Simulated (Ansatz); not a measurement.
**MoTe$_{2}$: single-point calculation (part 3 of 3)**

The same run, continued: MoTe$_{2}$ (P6₃/mmc, 6 atoms in the cell); DFT r2SCAN, scalar-relativistic, plane waves, PAW, spin-polarised (Ansatz 0.2.0); cutoff 500 eV, 6×6×2 k-mesh, Gaussian smearing of 0.05 eV, collinear spins. The structure derives from an entry of the Crystallography Open Database. It belongs to a series of runs on one base structure; here: natural orbitals of the symmetric run, filled by rank.

Geometry of the input (Å; fractional positions):
```
3.5182  0.0000  0.0000
-1.7591  3.0469  0.0000
0.0000  0.0000  13.9736
Te 0.3333  0.6667  0.6210
Te 0.6667  0.3333  0.1210
Te 0.3333  0.6667  0.8790
Te 0.6667  0.3333  0.3790
Mo 0.3333  0.6667  0.2500
Mo 0.6667  0.3333  0.7500
```

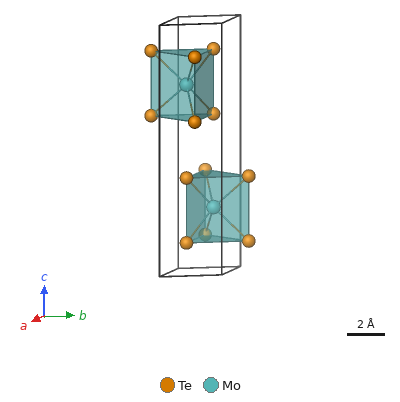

Fig. 1: The structure (polyhedral view of the cell of the calculation, seen slightly off an axis; polyhedra are completed across the faces of the cell). An atom can appear more than once, as a periodic image.

Output, continued
```
  k-point 0 ↑: bands = ["-50.4097", "-50.4097", "-25.2390", "-25.2390", "-25.2386", "-25.2386", "-25.2208", "-25.2208", "-25.2205", "-25.2205", "-25.1657", "-25.1657", "-25.1640", "-25.1640", "-25.1523", "-25.1523", "-25.1506", "-25.1506", "-25.1393", "-25.1376", "-25.1291", "-25.1275", "-23.8396", "-23.8396", "-23.6821", "-23.6821", "-23.6821", "-23.6821", "-1.2176", "-0.8851", "-0.2961", "0.2318", "6.2216", "7.5744", "9.1461", "10.4425", "10.4425", "10.4597", "10.4597", "11.2467", "11.2467", "11.2846", "11.2846", "11.3160", "11.9678", "12.3855", "15.4031", "15.4031", "15.5403", "15.5403", "15.6435", "15.6435", "15.9074", "15.9074", "18.7443", "19.1525", "20.0378", "20.6856"]
  k-point 1 ↑: bands = ["-50.4097", "-50.4097", "-25.2388", "-25.2388", "-25.2388", "-25.2388", "-25.2207", "-25.2207", "-25.2207", "-25.2207", "-25.1649", "-25.1649", "-25.1649", "-25.1649", "-25.1514", "-25.1514", "-25.1514", "-25.1514", "-25.1385", "-25.1385", "-25.1282", "-25.1282", "-23.8395", "-23.8395", "-23.6821", "-23.6821", "-23.6821", "-23.6821", "-1.0892", "-1.0892", "0.0020", "0.0020", "6.7443", "6.7443", "10.2641", "10.2641", "10.4509", "10.4509", "10.4509", "10.4509", "11.2658", "11.2658", "11.2658", "11.2658", "12.2816", "12.2816", "15.4428", "15.4428", "15.4428", "15.4428", "15.8038", "15.8038", "15.8038", "15.8038", "19.0337", "19.0337", "20.7636", "20.7636"]
  k-point 2 ↑: bands = ["-50.4071", "-50.4071", "-25.2351", "-25.2347", "-25.2325", "-25.2322", "-25.2280", "-25.2276", "-25.2149", "-25.2147", "-25.1683", "-25.1671", "-25.1664", "-25.1659", "-25.1611", "-25.1596", "-25.1529", "-25.1511", "-25.1365", "-25.1355", "-25.1257", "-25.1243", "-23.8166", "-23.8165", "-23.7214", "-23.7214", "-23.6888", "-23.6888", "-0.8106", "-0.4848", "0.0036", "0.4925", "6.6528", "7.9663", "8.9172", "9.5923", "9.6731", "10.1546", "10.7460", "10.7589", "10.7904", "10.8220", "11.0565", "11.3699", "11.9248", "12.0182", "14.3382", "14.6056", "14.6288", "14.8735", "14.8770", "15.2166", "15.5762", "15.9140", "19.3315", "20.0453", "20.4923", "20.6166"]
  k-point 25 ↓: bands = ["-50.3992", "-50.3992", "-25.2518", "-25.2518", "-25.2204", "-25.2204", "-25.2151", "-25.2151", "-25.2033", "-25.2033", "-25.1809", "-25.1809", "-25.1740", "-25.1740", "-25.1628", "-25.1628", "-25.1552", "-25.1552", "-25.1315", "-25.1315", "-25.1151", "-25.1151", "-23.8201", "-23.8201", "-23.7499", "-23.7499", "-23.7267", "-23.7267", "1.0382", "1.0382", "1.4314", "1.4314", "7.0003", "7.0003", "7.5717", "7.5717", "8.6278", "8.6278", "9.3750", "9.3750", "9.9832", "9.9832", "10.5103", "10.5103", "11.8790", "11.8790", "13.7752", "13.7752", "14.1161", "14.1161", "14.7949", "14.7949", "16.1184", "16.1184", "17.7229", "17.7229", "19.5927", "19.5927"]
Occupation matrices written to [file]
--- Löwdin populations: 6 sites ---
  site symbol       q [e]    m [muB]
     0     Te     15.8845    -0.0000
     1     Te     15.8845    -0.0000
     2     Te     15.8845    -0.0000
     3     Te     15.8845    -0.0000
     4     Mo     14.0362     0.0000
     5     Mo     14.0362     0.0000
  spilling = 0.004235 (of n_electrons = 92.000000)
--- Occupation matrices: 2 shells (run DFT+U table (all-electron-ortho-atomic); ε = 2.00e-2, provisional) ---
  Mo4 d_4D: site group D3h (-6m2)
  Mo4 d_4D up     Tr n = 2.7381  λ = 0.532 0.532 0.552 0.552 0.571  [2× xz 0.50 E''(1.00) | 3× z2 0.33 E'(0.67)]
  Mo4 d_4D dn     Tr n = 2.7381  λ = 0.532 0.532 0.552 0.552 0.571  [2× xz 0.50 E''(1.00) | 3× z2 0.33 E'(0.67)]
  specified occupation → Mo4 d_4D up: matrix, ‖Δ‖_F = 1.0679, Tr Δ = -0.7381, displaced = 1.1861, d_λ = 1.0679; orbital distance = 0.8165
  specified occupation → Mo4 d_4D dn: matrix, ‖Δ‖_F = 1.1802, Tr Δ = -2.6381, displaced = 1.3190, d_λ = 1.1802; orbital distance = 0.0000
  Mo5 d_4D: site group D3h (-6m2)
  Mo5 d_4D up     Tr n = 2.7381  λ = 0.532 0.532 0.552 0.552 0.571  [2× xz 0.50 E''(1.00) | 3× z2 0.33 E'(0.67)]
  Mo5 d_4D dn     Tr n = 2.7381  λ = 0.532 0.532 0.552 0.552 0.571  [2× xz 0.50 E''(1.00) | 3× z2 0.33 E'(0.67)]
  specified occupation → Mo5 d_4D up: matrix, ‖Δ‖_F = 1.0679, Tr Δ = -0.7381, displaced = 1.1861, d_λ = 1.0679; orbital distance = 0.8165
  specified occupation → Mo5 d_4D dn: matrix, ‖Δ‖_F = 1.1802, Tr Δ = -2.6381, displaced = 1.3190, d_λ = 1.1802; orbital distance = 0.0000
  Tr n, λ and their labels are of the run-group-symmetrised matrices; stabiliser: 48 of 48 elements of G0×{1,Θ} (closed), max defect 4.3e-6 at τ = 4.2e-3
```

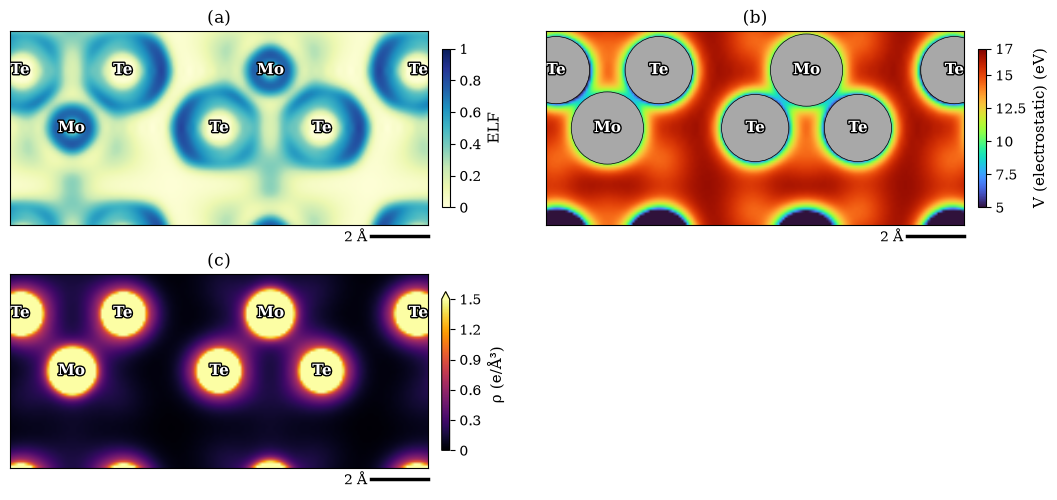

Fig. 2: (a) electron localisation function; (b) electrostatic potential (local pseudopotential plus Hartree) felt by an electron; (c) valence charge density (pseudo) on the (110) plane of the conventional cell. Grey discs, where drawn, cover atomic cores. The section cuts through Te and Mo sites. Te–Mo (2.72 Å): ρ is about 0.46 e/Å³ halfway; the ELF is about 0.55 at the midpoint. Away from the nuclei the density in this plane falls to 0.02 e/Å³ at its lowest. The strong features right at Mo lie inside the PAW spheres (semicore, d or f shells) and say nothing about bonding. Outside the cores the potential energy rises away from the atoms and is highest about 2.6 Å from the nearest atoms; outside the discs it spans about 11 eV, and its zero is arbitrary. In a PAW calculation such maps are meaningful between the atoms, not at the nuclei.

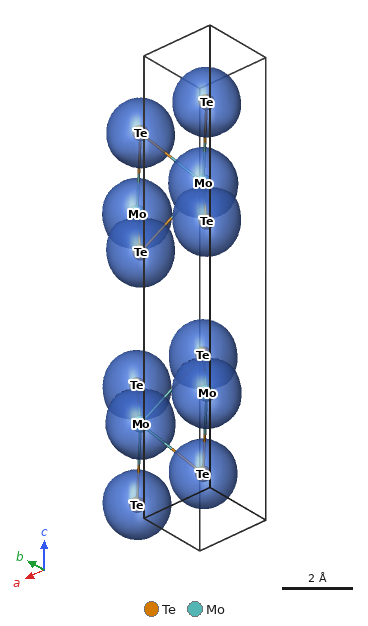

Fig. 3: Isosurface of the valence electron density at 0.6 e/Å³ (blue), seen at an oblique angle. Sticks mark near contacts. The outline is the cell set on symmetry axes. At this value the density breaks into separate islands; it holds about 70 % of the electrons treated as valence (semicore included). It is pinched off along the Te–Mo (2.72 Å) contacts. On the grid the lowest density along these lines, outside the cores, is 0.46 e/Å³ (Te–Mo, 2.72 Å).

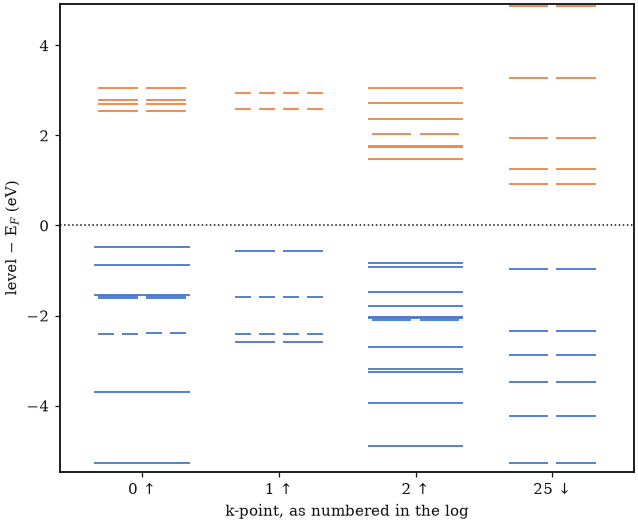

Fig. 4: Kohn–Sham levels near the Fermi level (dotted) at the few k-points that the log prints; levels within 0.02 eV of each other stand side by side. Among these points the highest filled and lowest empty levels are 1.39 eV apart; the gap on the full mesh, 0.94 eV, has an edge at a point that isn't printed.
